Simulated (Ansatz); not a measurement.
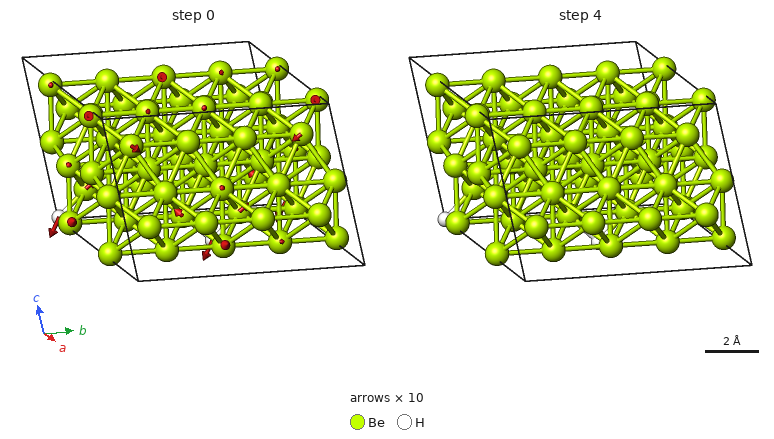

The structure of a defect cell of composition Be₃₂H before (left) and after (right) a relaxation, at one scale. The red arrows give the displacements, magnified 10 times.

The picture is a ball-and-stick view of the conventional cell (2 times the calculation's cell), seen slightly off an axis. Lengths and directions refer to the drawn axes.

Case: H interstitial, charge +0, atoms relaxed.

Theory: DFT PBE, scalar-relativistic, plane waves, PAW (Ansatz).

Input
```yaml
crystal:
  lattice:
    - [-5.6631533473, -1.9617738657, 3.5608738295]
    - [5.6631533473, 1.9617738657, 3.5608738295]
    - [-1.1326306695, 5.8853215972, -3.5608738295]
  atoms:
    - { symbol: Be, position: [0.2083333333, 0.875, 0.3333333333] }
    - { symbol: Be, position: [0.9583333333, 0.5, 0.7083333333] }
    - { symbol: Be, position: [0.2083333333, 0.625, 0.0833333333] }
    - { symbol: Be, position: [0.4583333333, 0.5, 0.2083333333] }
    - { symbol: Be, position: [0.9583333333, 0.0, 0.2083333333] }
    - { symbol: Be, position: [0.7083333333, 0.625, 0.5833333333] }
    - { symbol: Be, position: [0.2083333333, 0.125, 0.5833333333] }
    - { symbol: Be, position: [0.9583333333, 0.75, 0.9583333333] }
    - { symbol: Be, position: [0.4583333333, 0.75, 0.4583333333] }
    - { symbol: Be, position: [0.9583333333, 0.25, 0.4583333333] }
    - { symbol: Be, position: [0.7083333333, 0.875, 0.8333333333] }
    - { symbol: Be, position: [0.2083333333, 0.375, 0.8333333333] }
    - { symbol: Be, position: [0.7083333333, 0.375, 0.3333333333] }
    - { symbol: Be, position: [0.4583333333, 0.0, 0.7083333333] }
    - { symbol: Be, position: [0.7083333333, 0.125, 0.0833333333] }
    - { symbol: Be, position: [0.4583333333, 0.25, 0.9583333333] }
    - { symbol: Be, position: [0.7916666667, 0.625, 0.1666666667] }
    - { symbol: Be, position: [0.5416666667, 0.25, 0.5416666667] }
    - { symbol: Be, position: [0.7916666667, 0.375, 0.9166666667] }
    - { symbol: Be, position: [0.0416666667, 0.25, 0.0416666667] }
    - { symbol: Be, position: [0.5416666667, 0.75, 0.0416666667] }
    - { symbol: Be, position: [0.2916666667, 0.375, 0.4166666667] }
    - { symbol: Be, position: [0.7916666667, 0.875, 0.4166666667] }
    - { symbol: Be, position: [0.5416666667, 0.5, 0.7916666667] }
    - { symbol: Be, position: [0.0416666667, 0.5, 0.2916666667] }
    - { symbol: Be, position: [0.5416666667, 0.0, 0.2916666667] }
    - { symbol: Be, position: [0.2916666667, 0.625, 0.6666666667] }
    - { symbol: Be, position: [0.7916666667, 0.125, 0.6666666667] }
    - { symbol: Be, position: [0.2916666667, 0.125, 0.1666666667] }
    - { symbol: Be, position: [0.0416666667, 0.75, 0.5416666667] }
    - { symbol: Be, position: [0.2916666667, 0.875, 0.9166666667] }
    - { symbol: Be, position: [0.0416666667, 0.0, 0.7916666667] }
    - { symbol: H, position: [0.0019803214, -0.0033525997, 0.0133066151] }
basis:
  ecutwfc: 420
  xc_grid: 2
kpoints:
  mp_grid: { grid: [4, 4, 4], shift: [0.5, 0.5, 0.5] }
hamiltonian:
  xc: pbe
scf:
  occupations: { method: gaussian, width: 0.1 }
output:
  forces: true
  stress: false
  eigenvalues: true
relax:
  adjacent_minimum: "off"
  f_tol: 0.02
  max_steps: 60
```

Command:
```bash
ansatz run input.yaml --threads 4 --pin off --max-ram 8192MiB --backend cpu --events-out ev --progress --plain --runs-dir out
```

> What changed between the two?

The atom that moves furthest is H33 (0.092 Å roughly along [−2 −1 −3]). By element the largest moves are H 0.092 Å, Be 0.060 Å. The cell stays as it was. Among the contacts that change: Be5–H33 1.497 → 1.630 Å, Be20–Be29 2.265 → 2.351 Å, Be29–H33 1.554 → 1.638 Å, Be8–H33 1.551 → 1.631 Å. Among the angles between lasting bonds that change: Be8–H33–Be20 173.4° → 179.8°, Be5–H33–Be29 92.8° → 88.2°, Be5–H33–Be8 96.0° → 91.8°. The energy falls by 0.138 eV per cell of the calculation in 3 accepted moves (4 points after the start). The largest force component goes from 0.73 to 0.0049 eV/Å. 1 step only repeated the SCF at the same geometry.

Limits of the set-up: the periodic images lie only 7.0 Å apart, so the values are limited by the cell's size.
